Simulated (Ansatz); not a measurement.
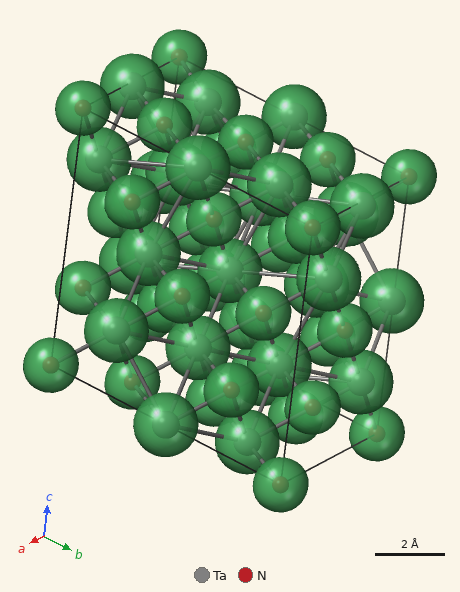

The picture shows: Ta₁₆N₁₅ (cell with a defect). Isosurface of the valence pseudo-density at 0.8 e/Å³ (green), seen slightly off an axis. Sticks mark near contacts.

Computed without spin polarisation.

Method: Ansatz 0.2.0, DFT PBE, scalar-relativistic, plane waves, PAW.

Core electrons are frozen (PAW), and the valence fields are smoothed inside the atomic spheres.

Which contacts does the surface bridge?

Answer. At this value the density breaks into separate islands; it holds about 65 % of the electrons treated as valence (semicore included). It bridges none of the near contacts. It is pinched off along the sampled Ta–N (2.21 Å), Ta–Ta (2.89 Å), Ta–N (2.37 Å) and Ta–Ta (3.12 Å) contacts. On the grid the lowest density along these lines, outside the cores, is 0.52 e/Å³ (Ta–N, 2.21 Å), 0.34 e/Å³ (Ta–Ta, 2.89 Å), 0.39 e/Å³ (Ta–N, 2.37 Å) and 0.23 e/Å³ (Ta–Ta, 3.12 Å).

Does the calculation make it a metal, or give it a gap?

Answer. It is gapless in this calculation (a metal or semimetal).
